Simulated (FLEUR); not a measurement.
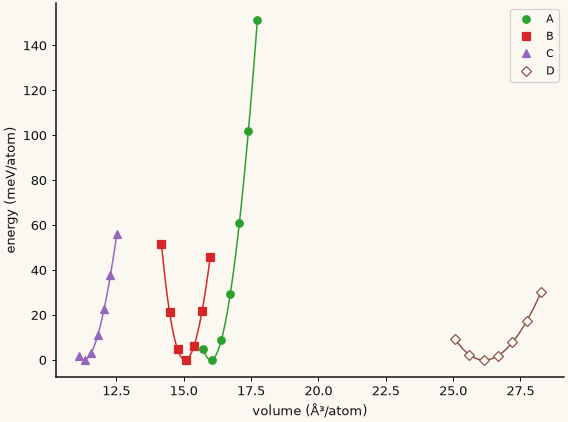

The figure shows the energy against volume, with one curve for each element, for Cu, Pt, Sb and W (all in space group Fm-3m (No. 225)). The labels are replaced by letters.

How it was computed, with FLEUR MaX-R8.1 (later development tree): all-electron LAPW DFT, no spin polarisation; energies at scaled volumes of the given cell, shape and fractions fixed, counted from the fit's minimum, third-order Birch-Murnaghan fit. Level: PBEsol.

- occupations: Fermi–Dirac
- smearing width: 0.05 eV
- potentials: all electron

**Which letter stands for which compound?**

A: W; B: Pt; C: Cu; D: Sb.

Note: spin-orbit coupling left out, heavy elements (Pt).
